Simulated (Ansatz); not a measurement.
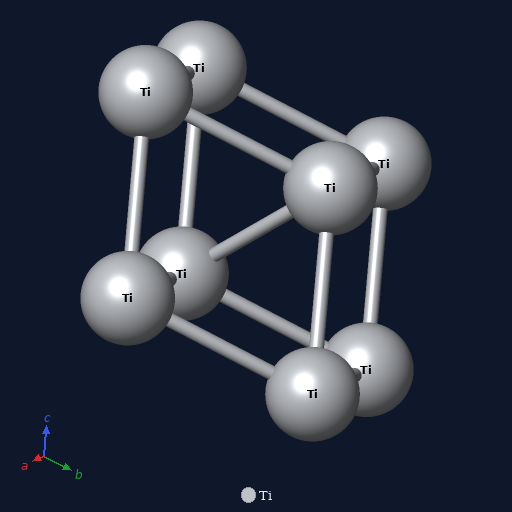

System: Ti, space group Im-3m (No. 229). The picture shows the cell.

The given structure:
```xyz
1
Lattice="-1.6410 1.6410 1.6410 1.6410 -1.6410 1.6410 1.6410 1.6410 -1.6410" Properties=species:S:1:pos:R:3 pbc="T T T"
Ti    0.0000    0.0000    0.0000
```

Calculation (Ansatz 0.2.0): homogeneous strain of a crystal along one Voigt pattern with engineering shear, fractional coordinates fixed, by plane-wave density functional theory with PAW datasets, free energies less that of the undisturbed cell; scalar-relativistic. Level: PBEsol, no spin polarisation.

| setting | value |
| --- | --- |
| wave cutoff | 420 eV |
| k mesh | 20×20×20 |
| occupations | Gaussian |
| smearing width | 0.15 eV |
| k shift | (0, 0, 0) (mesh steps) |
| start | as given |
| strain pattern | (1, 1, 0, 0, 0, 0) (xx yy zz yz xz xy with engineering shear) |

Describe the result: the energy change and tensile stress summed over the strain pattern against strain. The strain takes the values −0.0600, −0.0450, −0.0300, −0.0150, 0.0000, 0.0150, 0.0300, 0.0450, 0.0525, 0.0600.

The energy falls towards negative values, so the start isn't a stationary minimum along this path. The energy change is −6 meV/atom at strain −0.0600 and 149 meV/atom at 0.0600; the lowest computed point is at strain −0.0300 (−25 meV/atom). The tensile stress summed over the strain pattern rises from −14.1 GPa at strain −0.0600 to 28.7 GPa at 0.0600, and changes sign near −0.033. The slope of tensile stress is 340 GPa. The second derivative of tensile stress is −3330 GPa.

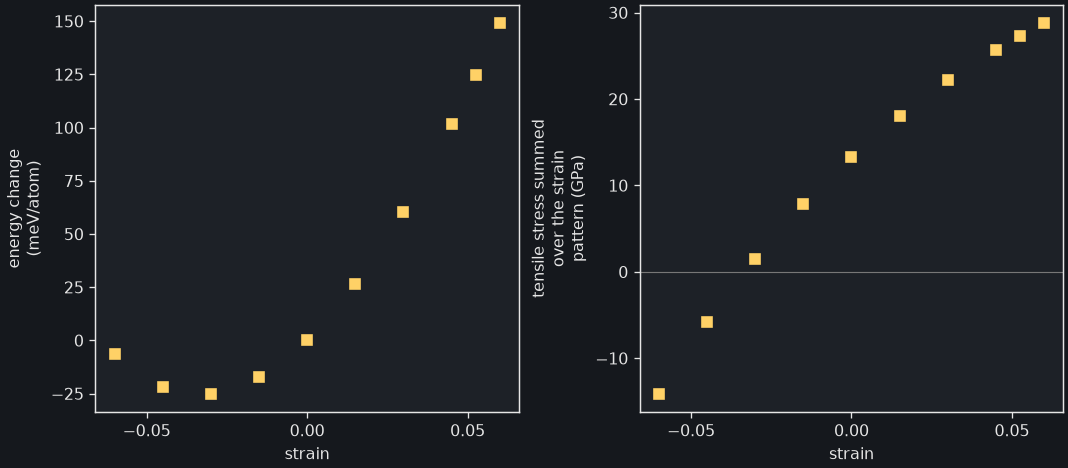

Keep in mind: reference crystal is not relaxed.
